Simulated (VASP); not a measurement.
## Run report: TiSi2, band-structure run (part 1 of 2)

- system: TiSi2 (6 atoms in the cell)
- method: Kohn-Sham DFT of a periodic cell, PBE, VASP PAW PBE potentials, recommended, no spin polarisation (VASP 6.6.1)

The structure derives from a Materials Project entry. It belongs to a series of runs on one base structure; here: pseudo_set = recommended.

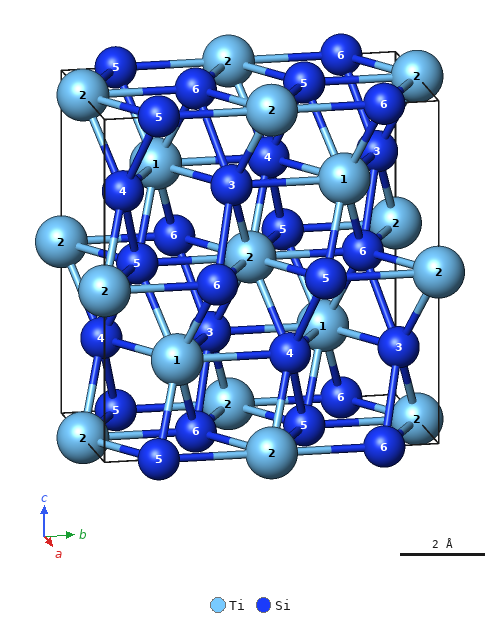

**Figure 1.** The input geometry (ball-and-stick view of the cell 4 times as large as that of the calculation, set on its symmetry axes, seen slightly off an axis; atoms are numbered from 1 in the order of the input).

## Results in brief

```csv
quantity,value
outcome,converged
space group (tolerance 0.01 Å),Fddd (70)
electrons treated,40
free energy,−40.6785 eV
Fermi energy of the self-consistent step,10.105 eV
gap on the k-point mesh,none (metallic)
gap on the band path,0.00 eV
pressure,2.08 GPa
largest force (length of the vector),0.035 eV/Å
hardware,"1 thread of AMD EPYC (Zen 3), 1656 GiB of memory available, shared host"
wall time,11 min
peak memory,0.29 GiB
```

## INCAR
```
PREC = Accurate
ENCUT = 600
EDIFF = 1E-6
ISMEAR = -1
SIGMA = 0.05
LREAL = False
LASPH = True
NELM = 100
ALGO = Normal
ISIF = 2
LWAVE = False
LCHARG = False
LMAXMIX = 4
GGA = PE
NBANDS = 29
```

## KPOINTS
```
Automatic mesh
0
Gamma
  5 5 5
```

## KPOINTS_OPT
```
path GYTZGXA1Y,TX1,XAZ,LG
20
line-mode
reciprocal
 0.0000000000  0.0000000000  0.0000000000  G
 0.5000000000  0.0000000000  0.5000000000  Y

 0.5000000000  0.0000000000  0.5000000000  Y
 1.0000000000  0.5000000000  0.5000000000  T

 1.0000000000  0.5000000000  0.5000000000  T
 0.5000000000  0.5000000000  0.0000000000  Z

 0.5000000000  0.5000000000  0.0000000000  Z
 0.0000000000  0.0000000000  0.0000000000  G

 0.0000000000  0.0000000000  0.0000000000  G
 0.0000000000  0.4127457158  0.4127457158  X

 0.0000000000  0.4127457158  0.4127457158  X
 0.5000000000  0.2443551471  0.7443551471  A1

 0.5000000000  0.2443551471  0.7443551471  A1
 0.5000000000  0.0000000000  0.5000000000  Y

 1.0000000000  0.5000000000  0.5000000000  T
 1.0000000000  0.5872542842  0.5872542842  X1

 0.0000000000  0.4127457158  0.4127457158  X
 0.5000000000  0.7556448529  0.2556448529  A

 0.5000000000  0.7556448529  0.2556448529  A
 0.5000000000  0.5000000000  0.0000000000  Z

 0.5000000000  0.5000000000  0.5000000000  L
 0.0000000000  0.0000000000  0.0000000000  G
```

## POSCAR
```
TiSi2
1.0
    0.0000000000      4.1175163063      4.2628978354
    2.3895119538      0.0000000000      4.2628978354
    2.3895119538      4.1175163063      0.0000000000
Ti Si
2 4
Direct
    0.7500000000      0.7500000000      0.7500000000
    0.5000000000      0.5000000000      0.5000000000
    0.4125656100      0.0874343900      0.4125656100
    0.0874343900      0.4125656100      0.0874343900
    0.1625656100      0.8374343900      0.1625656100
    0.8374343900      0.1625656100      0.8374343900
```

Run as:
```bash
cat potpaw_PBE.64/Ti_sv/POTCAR potpaw_PBE.64/Si/POTCAR > POTCAR
mpirun -np 1 vasp_std > vasp.out
```

## OSZICAR
```
N       E                     dE             d eps       ncg     rms          rms(c)
DAV:   1     0.409996094179E+03    0.41000E+03   -0.20380E+04  1566   0.162E+03
DAV:   2     0.337168194190E+01   -0.40662E+03   -0.39560E+03  1581   0.455E+02
DAV:   3    -0.403957363800E+02   -0.43767E+02   -0.42860E+02  2576   0.124E+02
DAV:   4    -0.441291567949E+02   -0.37334E+01   -0.37131E+01  2308   0.317E+01
DAV:   5    -0.443389883710E+02   -0.20983E+00   -0.20975E+00  2360   0.638E+00    0.186E+01
DAV:   6    -0.413827819658E+02    0.29562E+01   -0.33631E+01  2225   0.408E+01    0.718E+00
DAV:   7    -0.407601561042E+02    0.62263E+00   -0.67182E+00  2095   0.192E+01    0.528E+00
DAV:   8    -0.406991428413E+02    0.61013E-01   -0.87343E-01  2133   0.737E+00    0.149E+00
DAV:   9    -0.406776179944E+02    0.21525E-01   -0.17677E-01  2123   0.347E+00    0.520E-01
DAV:  10    -0.406789030337E+02   -0.12850E-02   -0.73357E-03  2114   0.630E-01    0.277E-01
[... 75 further cycles ...]
DAV:   9    -0.843517856602E+04   -0.41383E-06     1556
       N       E                     dE             ncg
DAV:   1     0.193143785118E+05    0.41510E+03      232
DAV:   2     0.176557769282E+05   -0.16586E+04      237
DAV:   3     0.174857765820E+05   -0.17000E+03      365
DAV:   4     0.174723716014E+05   -0.13405E+02      336
DAV:   5     0.174714633200E+05   -0.90828E+00      392
DAV:   6     0.174714527328E+05   -0.10587E-01      315
DAV:   7     0.174714522833E+05   -0.44942E-03      384
DAV:   8     0.174714522813E+05   -0.20661E-05      278
DAV:   9     0.174714522812E+05   -0.59994E-07      256
```

## Parts of OUTCAR
```
PREC = Accurate
   ENCUT = 600
   EDIFF = 1E-6
   ISMEAR = -1
   LREAL = False
   LASPH = True
   NELM = 100
   ISIF = 2
   GGA = PE

 ion  position               nearest neighbor table
   1  0.750  0.750  0.750-   6 2.55   5 2.55   6 2.55   5 2.55   3 2.74   3 2.74   4 2.74   4 2.74
                             3 2.78   4 2.78
   2  0.500  0.500  0.500-   4 2.55   3 2.55   4 2.55   3 2.55   5 2.74   5 2.74   6 2.74   6 2.74
                             5 2.78   6 2.78
   3  0.413  0.087  0.413-   6 2.52   6 2.52   2 2.55   2 2.55   4 2.68   1 2.74   1 2.74   1 2.78
                             4 2.79   4 2.79
   4  0.087  0.413  0.087-   5 2.52   5 2.52   2 2.55   2 2.55   3 2.68   1 2.74   1 2.74   1 2.78
                             3 2.79   3 2.79
   5  0.163  0.837  0.163-   4 2.52   4 2.52   1 2.55   1 2.55   6 2.68   2 2.74   2 2.74   2 2.78
                             6 2.79   6 2.79
   6  0.837  0.163  0.837-   3 2.52   3 2.52   1 2.55   1 2.55   5 2.68   2 2.74   2 2.74   2 2.78
                             5 2.79   5 2.79

  LATTYP: Found a face centered orthorhombic cell.
 ALAT       =     4.7790239076
 B/A-ratio  =     1.7231620456
 C/A-ratio  =     1.7840035613

  Lattice vectors:

 A1 = (   0.0000000000,   4.1175163063,   4.2628978354)
 A2 = (   2.3895119538,   0.0000000000,   4.2628978354)
 A3 = (   2.3895119538,   4.1175163063,   0.0000000000)

Analysis of symmetry for initial positions (statically):
=====================================================================
 Subroutine PRICEL returns:
 Original cell was already a primitive cell.

 Routine SETGRP: Setting up the symmetry group for a
 face centered orthorhombic supercell.

 Subroutine GETGRP returns: Found  8 space group operations
 (whereof  4 operations were pure point group operations)
 out of a pool of  8 trial point group operations.

The static configuration has the point symmetry D_2 .
 The point group associated with its full space group is D_2h.

Analysis of symmetry for dynamics (positions and initial velocities):
=====================================================================
 Subroutine PRICEL returns:
 Original cell was already a primitive cell.

 Routine SETGRP: Setting up the symmetry group for a
 face centered orthorhombic supercell.

 Subroutine GETGRP returns: Found  8 space group operations
 (whereof  4 operations were pure point group operations)
 out of a pool of  8 trial point group operations.

The dynamic configuration has the point symmetry D_2 .
 The point group associated with its full space group is D_2h.

 Subroutine INISYM returns: Found  8 space group operations
 (whereof  4 operations are pure point group operations),
 and found     1 'primitive' translations

----------------------------------------------------------------------------------------

                                     Primitive cell

  volume of cell :      83.8841

  direct lattice vectors                    reciprocal lattice vectors
     0.000000000  4.117516306  4.262897835    -0.209247750  0.121432427  0.117291106
     2.389511954  0.000000000  4.262897835     0.209247750 -0.121432427  0.117291106
     2.389511954  4.117516306  0.000000000     0.209247750  0.121432427 -0.117291106

  length of vectors
     5.926739280  4.886928006  4.760641544     0.268863643  0.268863643  0.268863643

  position of ions in fractional coordinates (direct lattice)
     0.750000000  0.750000000  0.750000000
     0.500000000  0.500000000  0.500000000
     0.412565610  0.087434390  0.412565610
     0.087434390  0.412565610  0.087434390
     0.162565610  0.837434390  0.162565610
     0.837434390  0.162565610  0.837434390

  ion indices of the primitive-cell ions
   primitive index   ion index
                 1           1
                 2           2
                 3           3
                 4           4
                 5           5
                 6           6

----------------------------------------------------------------------------------------

 KPOINTS: Automatic mesh

Automatic generation of k-mesh.
 Grid dimensions read from file:
 generate k-points for:    5    5    5

 Generating k-lattice:

  Cartesian coordinates                     Fractional coordinates (reciprocal lattice)
    -0.041849550  0.024286485  0.023458221     0.200000000  0.000000000  0.000000000
     0.041849550 -0.024286485  0.023458221     0.000000000  0.200000000 -0.000000000
     0.041849550  0.024286485 -0.023458221     0.000000000 -0.000000000  0.200000000

  Length of vectors
     0.053772729  0.053772729  0.053772729

  Shift w.r.t. Gamma in fractional coordinates (k-lattice)
     0.000000000  0.000000000  0.000000000

 Subroutine IBZKPT returns following result:
 ===========================================

 Found     27 irreducible k-points:

 Following reciprocal coordinates:
            Coordinates               Weight
  0.000000  0.000000  0.000000      1.000000
  0.200000 -0.000000 -0.000000      8.000000
  0.400000  0.000000  0.000000      8.000000
  0.200000  0.200000  0.000000      2.000000
  0.400000  0.200000 -0.000000      8.000000
 -0.400000  0.200000  0.000000      8.000000
 -0.200000  0.200000  0.000000      4.000000
  0.400000  0.400000  0.000000      2.000000
 -0.400000  0.400000 -0.000000      4.000000
  0.200000  0.000000  0.200000      2.000000
  0.400000 -0.000000  0.200000      8.000000
 -0.400000  0.000000  0.200000      8.000000
 -0.200000  0.000000  0.200000      4.000000
  0.000000  0.200000  0.200000      2.000000
  0.400000  0.200000  0.200000      4.000000
 -0.400000  0.200000  0.200000      8.000000
 -0.200000  0.200000  0.200000      8.000000
 -0.400000  0.400000  0.200000      4.000000
 -0.200000  0.400000  0.200000      4.000000
  0.400000 -0.400000  0.200000      4.000000
  0.400000 -0.200000  0.200000      4.000000
  0.400000  0.000000  0.400000      2.000000
 -0.400000  0.000000  0.400000      4.000000
 -0.400000  0.200000  0.400000      4.000000
 [... further k-points ...]
```
